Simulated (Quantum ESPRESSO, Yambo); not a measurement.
# Sb (buckled honeycomb monolayer): changed settings of a GW run in Yambo

What do changed inputs do to GW on Sb (buckled honeycomb monolayer)?

Main program and level: Yambo 5.3.0; PBE and many-body steps on it, plane waves.

## (1) The structure

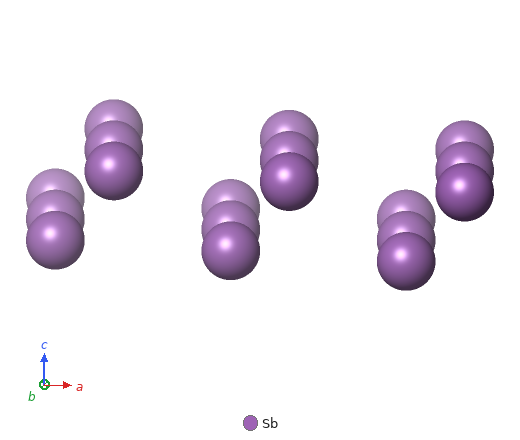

The starting structure, seen nearly edge on (antimony purple). 3×3×1 cells are drawn.

The cell holds 2 atoms: 2 Sb. Cell: a = 4.127 Å, b = 4.127 Å, c = 14.000 Å, α = 90.0°, β = 90.0°, γ = 120.0°. Vacuum lies along c.

Coordinates:

```xyz
2
Lattice="4.1272 0.0000 0.0000 -2.0636 3.5742 0.0000 0.0000 0.0000 14.0000" Properties=species:S:1:pos:R:3
Sb    0.0000    2.3828    6.1822
Sb    2.0636    1.1914    7.8178
```

The structure was relaxed with PBE. The runs that relaxed it are not among those shown. Spin-orbit coupling is left out unless a step names it.

## (2) Base

This step: Yambo 5.3.0; G0W0 on PBE, plane waves, norm-conserving pseudopotentials.

Now the one-shot GW correction: screening in the RPA, then the self-energy of the levels asked for.

File gw2.in:

```
HF_and_locXC
gw0
dyson
ppa
em1d
rim_cut
rim_w
RandQpts= 3000000
RandGvec= 100 RL
CUTGeo= "slab z"
RandGvecW= 9 RL
EXXRLvcs= 72 Ry
VXCRLvcs= 288 Ry
Chimod= "HARTREE"
% BndsRnXp
 1 | 142 |
%
NGsBlkXp= 9.5 Ry
% LongDrXp
 1 | 1 | 0 |
%
% GbndRnge
 1 | 142 |
%
DysSolver= "n"
ExtendOut
PPAPntXp= 27.21138 eV
% QPkrange
 1 | 1 | 14 | 17 |
 3 | 3 | 14 | 17 |
%
```

The run is started by

```sh
OMP_NUM_THREADS=1 mpirun -n 4 yambo -F gw2.in -J gw2 -C gw2 > gw2.log
```

Log:

```text
 Yambo, version 5.3.0

 [02] CORE Variables Setup
 =========================

  [... cell, symmetries and grids as in the set-up ...]

  [02.05] Energies & Occupations
  ==============================

  [X] === General ===
  [X] Electronic Temperature                        :  0.000000  0.000000 [eV K]
  [X] Bosonic    Temperature                        :  0.000000  0.000000 [eV K]
  [X] Finite Temperature mode                       : no
  [X] El. density                                   :  0.14527E+24 [cm-3]
  [X] Fermi Level                                   : -0.568718 [eV]

  [X] === Gaps and Widths ===
  [X] Conduction Band Min                           :  1.305737 [eV]
  [X] Valence Band Max                              :  0.000000 [eV]
  [X] Filled Bands                                  :  15
  [X] Empty Bands                                   :   16  289
  [X] Direct Gap                                    :  1.559885 [eV]
  [X] Direct Gap localized at k                     :  1
  [X] Indirect Gap                                  :  1.305737 [eV]
  [X] Indirect Gap between kpts                     :  1  3
  [X] Last valence band width                       :  1.758542 [eV]
  [X] 1st conduction band width                     :  0.894916 [eV]

 [03] Transferred momenta grid and indexing
 ==========================================

 IBZ Q-points                                      :   7
 BZ  Q-points                                      :   36

 K/Q-points units:
 rlu = crystal or reduced units; cc = cartesian coordinates; iku = interal k-units

 Q [1]          [rlu]:  0.000000  0.000000  0.000000
 Q [2]          [rlu]: -0.16529E-16  0.16667       0.0000
 Q [3]          [rlu]: -0.33057E-16  0.33333       0.0000
 Q [4]          [rlu]:  0.49586E-16 -0.50000       0.0000
 Q [5]          [rlu]:  0.166667  0.166667  0.000000
 Q [6]          [rlu]:  0.166667  0.333333  0.000000
 Q [7]          [rlu]:  0.333333  0.333333  0.000000

 [04] Coloumb potential Random Integration (RIM)
 ===============================================

 Performing RIM of v_slab

  [04.01] RIM initialization
  ==========================

  * Diagonal components only detected *

  8 x (sBL volume)        :  0.039552 [a.u.]
  sBZ random points       :  3000000
  Points outside the sBZ  :  24000829
  RL volume               :  0.177985 [a.u.]
  Integrated volume       :  0.177979 [a.u.]

  [04.02] RIM integrals
  =====================

  Gamma point sphere radius             :  0.036404 [a.u.]
  Points outside the sphere             :  2398884
  [Int_sBZ(q=0) 1/q^2]*(Vol_sBZ)^(-1/3) =:  7.385834
                                 should be <:  7.795600

  Summary of Coulomb integrals for non-metallic bands |Q|[au] RIM/Bare

  Q [1] 0.100000E-4 0.947436 * Q [2] 0.155042 0.954387
  Q [5] 0.268540 1.010257 * Q [3] 0.310083 1.014493
  Q [6] 0.410202 1.014737 * Q [4] 0.465125 1.013090
  Q [7] 0.537080 1.010659
  Non-periodic chartesian directions : none
  Optical renormalization            :  26.45617 [au]
  Polarizability dimension           : length

 [05] Coloumb potential CutOffslab
 =================================

 Cut directionsZ
 Slab Cutoff:Z
 Symmetry test passed : yes

 [WARNING] [Xp] User bands 1-142 break level degeneracy

 [06] Dipoles
 ============

  [06.01] Setup: observables and procedures
  =========================================

 [07] Dynamic Dielectric Matrix (PPA)
 ====================================

 [WR./gw2//ndb.pp]---------------------------------------------------------------
  Brillouin Zone Q/K grids (IBZ/BZ)                :    7   36    7   36
  RL vectors                                       :  17175 [WF]
  Coulomb cutoff potential                         : slab z
  Electronic Temperature                           :  0.000000 [K]
  Bosonic    Temperature                           :  0.000000 [K]
  PPA    diel. fun.  energies                      : Perdew, Burke & Ernzerhof(X)+Perdew, Burke & Ernzerhof(C)
[...]
Field direction                                  :  0.707107E-5  0.707107E-5   0.00000
  BZ energy Double Grid                            : no
  BZ energy DbGd points                            : 0
  BZ Q point size factor                           : -1.000000
  X Optical Averaged directions                    : none

 [08] Local Exchange-Correlation + Non-Local Fock
 ================================================

 [VXC] Plane waves :  115007
 [EXS] Plane waves :  14423

 QP @ state[ 1 ] K range:  1  1
 QP @ state[ 1 ] b range:  14  17
 QP @ state[ 2 ] K range:  3  3
 QP @ state[ 2 ] b range:  14  17

 [xc] Functional : Perdew, Burke & Ernzerhof(X)+Perdew, Burke & Ernzerhof(C)
 [xc] LIBXC used to calculate xc functional
  PP Number of Atomic Species                      :  1
  NLCC RL compoments                               :  115007
  PP Number of Atomic Species                      :  1
  NLCC RL compoments                               :  115007

 [xc] E_xc :  -18.09053 [Ha]
      E_xc :  -36.18105 [Ry]

  Local XC kind (lXC) : Perdew, Burke & Ernzerhof(X)+Perdew, Burke & Ernzerhof(C)
  Non-Local XC kind (nlXC) : Hartree-Fock

  Corrections @ K [1] :  [eV]
 <14|nlXC|14> = -13.53294 -0.63221E-17 <14|lXC|14> = -11.71994  0.000000
 <15|nlXC|15> = -13.53295  0.28943E-17 <15|lXC|15> = -11.71994 -0.47204E-16
 <16|nlXC|16> = -7.634906 -0.32175E-17 <16|lXC|16> = -10.57961 -0.47204E-16
 <17|nlXC|17> = -7.909748  0.12661E-17 <17|lXC|17> = -11.01827  0.23602E-16

  Corrections @ K [3] :  [eV]
 <14|nlXC|14> = -13.55212  0.11218E-17 <14|lXC|14> = -11.18720  0.94408E-16
 <15|nlXC|15> = -12.85635  0.75316E-17 <15|lXC|15> = -10.53807 -0.94408E-16
 <16|nlXC|16> = -6.646102 -0.56492E-18 <16|lXC|16> = -9.268133 -0.35403E-16
 <17|nlXC|17> = -5.839611  0.40442E-17 <17|lXC|17> = -9.244538  0.000000

 [09] Dyson equation: Newton solver
 ==================================

  [09.01] RIM-W interpolation
  ===========================

  [WARNING] RIM-W works only for 2D semiconductors with slab cutoff
  Found compatible q grid: 2D
  q_min[ 1 ]:  0.16667      0.18706E-11   0.0000     [rlu]
   0.166667  0.083333  0.000000 [iku]
  q_min[ 2 ]:  0.16529E-16  0.16667       0.0000     [rlu]
   0.93261E-11  0.16667       0.0000     [iku]
  G-vectors :  13
  G-vectors loaded:  139
  Number of interpolated frequencies:  2

  Evaluating coefficients q = 0
  Evaluating coefficients q = 0

  [09.02] RIM-W integrals
  =======================

  8 x (sBL volume)        :  0.039552 [a.u.]
  sBZ random points       :  3000000
  Points outside the sBZ  :  24000829
  RL volume               :  0.177985 [a.u.]
  Integrated volume       :  0.177979 [a.u.]

  [09.03] RIM integrals
  =====================

  Comparison between head Wc = W - v averages: < Wc > [au] RIM-W/RIM

   < -Wc [Q = 1] > 0.347057E-1 0.535006E-4 * < -Wc [Q = 2] > 0.005619 0.005466
   < -Wc [Q = 3] > 0.001112 0.001091 * < -Wc [Q = 4] > 0.380810E-3 0.376644E-3
   < -Wc [Q = 5] > 0.001609 0.001578 * < -Wc [Q = 6] > 0.544067E-3 0.538844E-3
   < -Wc [Q = 7] > 0.256595E-3 0.254971E-3

  Comparison between head Wc = W - v averages: < Wc > [au] RIM-W/RIM

   < -Wc [G = 1,G`=0] > 0.347057E-1 0.535006E-4 * < -Wc [G = 2,G`=0] >-0.001569 0.000000
   < -Wc [G = 3,G`=0] >-0.001569 0.000000 * < -Wc [G = 4,G`=0] > 0.190847E-4  0.00000
   < -Wc [G = 5,G`=0] > 0.190990E-4  0.00000 * < -Wc [G = 6,G`=0] > 0.701657E-4  0.00000
   < -Wc [G = 7,G`=0] > 0.701484E-4  0.00000 * < -Wc [G = 8,G`=0] >-0.456547E-5  0.00000
   < -Wc [G = 9,G`=0] >-0.493536E-5  0.00000 * < -Wc [G = 10,G`=0] >-0.463239E-5  0.00000
   < -Wc [G = 11,G`=0] >-0.473442E-5  0.00000 * < -Wc [G = 12,G`=0] >-0.507526E-5  0.00000
   < -Wc [G = 13,G`=0] >-0.480979E-5  0.00000

 [10] G0W0 (W PPA)
 =================

 [  GW  ] Bands range     :    1  142
 [GW/PPA] G damping       :  0.100000 [eV]

 QP @ state[ 1 ] K range:  1  1
 QP @ state[ 1 ] b range:  14  17
 QP @ state[ 2 ] K range:  3  3
 QP @ state[ 2 ] b range:  14  17

  Sc/G bands                                       :    1  142
  Sc/G damping                                     :  0.100000 ev
  Sc bands terminator                              : no
  Sx RL components                                 :  14423

  QP @ state[ 1 ] K range                          :  1  1
  QP @ state[ 1 ] b range                          :  14  17
  QP @ state[ 2 ] K range                          :  3  3
  QP @ state[ 2 ] b range                          :  14  17
  GF energies kind                                 : Perdew, Burke & Ernzerhof(X)+Perdew, Burke & Ernzerhof(C)
  GF WF`s kind                                     : Perdew, Burke & Ernzerhof(X)+Perdew, Burke & Ernzerhof(C)
  Xs energies kind                                 : Perdew, Burke & Ernzerhof(X)+Perdew, Burke & Ernzerhof(C)
  Xs WF`s kind                                     : Perdew, Burke & Ernzerhof(X)+Perdew, Burke & Ernzerhof(C)

 [14] Game Over & Game summary
```

The job ended after 6.7 min (4 MPI ranks of Arm Neoverse V2, shared host; peak memory 2.6 GiB; 27 min of CPU time).

Numbers from this step:

| Quantity | Value |
| --- | --- |
| G0W0 gap on the points computed | 2.325 eV |
| starting gap on the mesh | 1.306 eV |
| k of the valence top | 0, 0, 0 |
| k of the conduction bottom | 0, 0.3333, 0 |
| least direct G0W0 gap on the computed points | 2.691 eV |
| Z at the valence top | 0.7341 |
| Z at the conduction bottom | 0.7396 |

The gap on the mesh goes from 1.31 eV to 2.33 eV, a correction of +1.02 eV.

## (3) Scissors in G

gw7.in, as its differences from gw2.in of step 2:

```diff
@@ -31 +31,4 @@
 %
+% GfnQP_E
+ 1.0 | 1.0 | 1.0 |
+%
```

The run is started by

```sh
OMP_NUM_THREADS=1 mpirun -n 4 yambo -F gw7.in -J gw7,gw2_W -C gw7 > gw7.log
```

Log:

```text
 Yambo, version 5.3.0

 [02] CORE Variables Setup
 =========================

  [... cell, symmetries and grids as in the set-up ...]

  [02.05] Energies & Occupations
  ==============================

  [X] === General ===
  [X] Electronic Temperature                        :  0.000000  0.000000 [eV K]
  [X] Bosonic    Temperature                        :  0.000000  0.000000 [eV K]
  [X] Finite Temperature mode                       : no
  [X] El. density                                   :  0.14527E+24 [cm-3]
  [X] Fermi Level                                   : -0.568718 [eV]

  [X] === Gaps and Widths ===
  [X] Conduction Band Min                           :  1.305737 [eV]
  [X] Valence Band Max                              :  0.000000 [eV]
  [X] Filled Bands                                  :  15
  [X] Empty Bands                                   :   16  289
  [X] Direct Gap                                    :  1.559885 [eV]
  [X] Direct Gap localized at k                     :  1
  [X] Indirect Gap                                  :  1.305737 [eV]
  [X] Indirect Gap between kpts                     :  1  3
  [X] Last valence band width                       :  1.758542 [eV]
  [X] 1st conduction band width                     :  0.894916 [eV]

 [03] Transferred momenta grid and indexing
 ==========================================

 IBZ Q-points                                      :   7
 BZ  Q-points                                      :   36

 K/Q-points units:
 rlu = crystal or reduced units; cc = cartesian coordinates; iku = interal k-units

 Q [1]          [rlu]:  0.000000  0.000000  0.000000
 Q [2]          [rlu]: -0.16529E-16  0.16667       0.0000
 Q [3]          [rlu]: -0.33057E-16  0.33333       0.0000
[...]
[G+QP] Last valence band width                    :  1.758542 [eV]
  [G+QP] 1st conduction band width                  :  0.894916 [eV]

  [coarse-grid] Minimum Bare Gap        [ev]:  1.305737
  [coarse-grid] Minimum Gap Correction  [ev]:  1.000000

  Eqp @ K [1]
  -28.57717 -28.57717 -28.50781 -28.50781 -28.46180 -28.40217 -28.40217 -28.36459
   -28.3208     -28.3208     -11.2332     -6.27959    -0.558507    -0.961877E-8   0.00000      2.55988
   3.786477  3.786477  5.437307  5.533463  7.425462  8.313383  8.674149  9.172215
[...]
Eqp @ K [2]
[...]
Eqp @ K [3]
[...]
Eqp @ K [4]
[...]
Eqp @ K [5]
[...]
Eqp @ K [6]
[...]
Eqp @ K [7]
[...]
4.593681  4.593681  7.650631  8.316883  8.316883  8.860159  9.122887  9.122887
    9.29333   9.72359   9.72359   9.95529  11.96086  11.96086  12.30468  12.44107

 [07] Dipoles
 ============

  [07.01] Setup: observables and procedures
  =========================================

 [08] Dynamic Dielectric Matrix (PPA)
 ====================================

  Sc/G bands                                       :    1  142
  Sc/G damping                                     :  0.100000 ev
  Sc bands terminator                              : no
  Sx RL components                                 :  14423

  QP @ state[ 1 ] K range                          :  1  1
  QP @ state[ 1 ] b range                          :  14  17
  QP @ state[ 2 ] K range                          :  3  3
  QP @ state[ 2 ] b range                          :  14  17
  GF energies kind                                 : Perdew, Burke & Ernzerhof(X)+Perdew, Burke & Ernzerhof(C)+ user defined corrections @E
  GF WF`s kind                                     : Perdew, Burke & Ernzerhof(X)+Perdew, Burke & Ernzerhof(C)
  Xs energies kind                                 : Perdew, Burke & Ernzerhof(X)+Perdew, Burke & Ernzerhof(C)
  Xs WF`s kind                                     : Perdew, Burke & Ernzerhof(X)+Perdew, Burke & Ernzerhof(C)

 [15] Game Over & Game summary
```

Wall time 2.7 min (4 MPI ranks); peak memory 2.6 GiB.

This step gave:

| Item | Value |
| --- | --- |
| G0W0 gap on the points computed | 2.471 eV |
| starting gap on the mesh | 1.306 eV |
| k of the valence top | 0, 0, 0 |
| k of the conduction bottom | 0, 0.3333, 0 |
| least direct G0W0 gap on the computed points | 2.844 eV |
| Z at the valence top | 0.7380 |
| Z at the conduction bottom | 0.7787 |

The program's own table gives 2.692 eV, which is too large where the input levels are shifted: this version takes Σc at the unshifted level E₀, yet steps from the shifted one. The value above is the Newton step from E₀, E₀ + Z(Σc + Σx − Vxc), rebuilt from the printed columns.

## (4) Two empty bands

gw8.in, as its differences from gw7.in of step 3:

```diff
@@ -15,3 +15,3 @@
 % BndsRnXp
- 1 | 142 |
+ 1 | 17 |
 %
@@ -22,3 +22,3 @@
 % GbndRnge
- 1 | 142 |
+ 1 | 17 |
 %
@@ -31,4 +31 @@
 %
-% GfnQP_E
- 1.0 | 1.0 | 1.0 |
-%
```

The run is started by

```sh
OMP_NUM_THREADS=1 mpirun -n 4 yambo -F gw8.in -J gw8 -C gw8 > gw8.log
```

Log:

```text
 Yambo, version 5.3.0

 [02] CORE Variables Setup
 =========================

  [... cell, symmetries and grids as in the set-up ...]

  [02.05] Energies & Occupations
  ==============================

  [X] === General ===
  [X] Electronic Temperature                        :  0.000000  0.000000 [eV K]
  [X] Bosonic    Temperature                        :  0.000000  0.000000 [eV K]
  [X] Finite Temperature mode                       : no
  [X] El. density                                   :  0.14527E+24 [cm-3]
  [X] Fermi Level                                   : -0.568718 [eV]

  [X] === Gaps and Widths ===
  [X] Conduction Band Min                           :  1.305737 [eV]
  [X] Valence Band Max                              :  0.000000 [eV]
  [X] Filled Bands                                  :  15
  [X] Empty Bands                                   :   16  289
  [X] Direct Gap                                    :  1.559885 [eV]
  [X] Direct Gap localized at k                     :  1
  [X] Indirect Gap                                  :  1.305737 [eV]
  [X] Indirect Gap between kpts                     :  1  3
  [X] Last valence band width                       :  1.758542 [eV]
  [X] 1st conduction band width                     :  0.894916 [eV]

 [03] Transferred momenta grid and indexing
 ==========================================

 IBZ Q-points                                      :   7
 BZ  Q-points                                      :   36

 K/Q-points units:
 rlu = crystal or reduced units; cc = cartesian coordinates; iku = interal k-units

 Q [1]          [rlu]:  0.000000  0.000000  0.000000
 Q [2]          [rlu]: -0.16529E-16  0.16667       0.0000
 Q [3]          [rlu]: -0.33057E-16  0.33333       0.0000
[...]
< -Wc [Q = 1] > 0.329941E-1 0.492116E-4 * < -Wc [Q = 2] > 0.005139 0.004968
   < -Wc [Q = 3] > 0.946585E-3 0.924275E-3 * < -Wc [Q = 4] > 0.282254E-3 0.277390E-3
   < -Wc [Q = 5] > 0.001422 0.001392 * < -Wc [Q = 6] > 0.437401E-3 0.433172E-3
   < -Wc [Q = 7] > 0.175261E-3 0.173171E-3

  Comparison between head Wc = W - v averages: < Wc > [au] RIM-W/RIM

   < -Wc [G = 1,G`=0] > 0.329941E-1 0.492116E-4 * < -Wc [G = 2,G`=0] >-0.001615 0.000000
   < -Wc [G = 3,G`=0] >-0.001615 0.000000 * < -Wc [G = 4,G`=0] > 0.635116E-4  0.00000
   < -Wc [G = 5,G`=0] > 0.635394E-4  0.00000 * < -Wc [G = 6,G`=0] > 0.202718E-4  0.00000
   < -Wc [G = 7,G`=0] > 0.202374E-4  0.00000 * < -Wc [G = 8,G`=0] >-0.468263E-5  0.00000
   < -Wc [G = 9,G`=0] >-0.427410E-5  0.00000 * < -Wc [G = 10,G`=0] >-0.475083E-5  0.00000
   < -Wc [G = 11,G`=0] >-0.465985E-5  0.00000 * < -Wc [G = 12,G`=0] >-0.441837E-5  0.00000
   < -Wc [G = 13,G`=0] >-0.473483E-5  0.00000

 [10] G0W0 (W PPA)
 =================

 [  GW  ] Bands range     :   1  17
 [GW/PPA] G damping       :  0.100000 [eV]

 QP @ state[ 1 ] K range:  1  1
 QP @ state[ 1 ] b range:  14  17
 QP @ state[ 2 ] K range:  3  3
 QP @ state[ 2 ] b range:  14  17

  Sc/G bands                                       :   1  17
  Sc/G damping                                     :  0.100000 ev
  Sc bands terminator                              : no
  Sx RL components                                 :  14423

  QP @ state[ 1 ] K range                          :  1  1
  QP @ state[ 1 ] b range                          :  14  17
  QP @ state[ 2 ] K range                          :  3  3
  QP @ state[ 2 ] b range                          :  14  17
  GF energies kind                                 : Perdew, Burke & Ernzerhof(X)+Perdew, Burke & Ernzerhof(C)
  GF WF`s kind                                     : Perdew, Burke & Ernzerhof(X)+Perdew, Burke & Ernzerhof(C)
  Xs energies kind                                 : Perdew, Burke & Ernzerhof(X)+Perdew, Burke & Ernzerhof(C)
  Xs WF`s kind                                     : Perdew, Burke & Ernzerhof(X)+Perdew, Burke & Ernzerhof(C)

 [14] Game Over & Game summary
```

It took 65 s on 4 MPI ranks; peak memory 2.6 GiB; 4.3 min of CPU time.

The run ended normally, though the input holds a fault or crude settings.

The fault put into this input: two empty bands. It printed a gap of 2.72 eV, an artefact of the input.

## (5) Side by side

Times are wall times on 4 MPI ranks of Arm Neoverse V2, shared host, good to a factor of about two.

```
          run   mesh  bands  screening cutoff (eV)  DFT gap (eV)  gap on the mesh (eV)  direct (eV)     time
         base  6×6×1    142                  129.3         1.306                 2.325        2.691  6.7 min
scissors in G  6×6×1    142                  129.3         1.306                 2.471        2.844  2.7 min
```

## (6) Outcome

| Item | Value |
| --- | --- |
| base | 2.325 eV |
| scissors in G | 2.471 eV |
| known limits | not at the basis limit; exchange with frozen shells missing; no spin-orbit coupling |

What this shows: Scissors in G: +0.146 eV against base (keys changed: GfnQP_E). Bands and cutoff are finite, so the gap is not at the basis limit. The miss can reach some tenths of an eV and take either sign; the mesh is an error of its own. In the G0W0 runs levels were corrected at 2 k points alone, so a gap called «on the mesh» is the least over those, and an edge elsewhere would be missed. The norm-conserving file of at least one element keeps a d shell over frozen s and p shells of the same row. Exchange with those shells is missing from the self-energy, an error of 0.3 to 0.9 eV in cases checked, whose sign depends on which edge lies on those atoms. The many-body steps are scalar-relativistic: spin-orbit coupling is not in them.

[Paths, hosts, dates, memory and timing lines, banners, echoed tables and standing remarks are left out of the program output.]

[Logs are printed without paths, hosts, clocks, repeated set-up lines and the standing remarks that a program may print on its own settings, such as how far it seeks lower states.]

[Runs of the session that timed out or met a known fault of the program may be left out.]

[Hosts, paths, dates, database ids (printed as entryN), source tags and the programs' standing remarks are cut or masked in the printed files.]
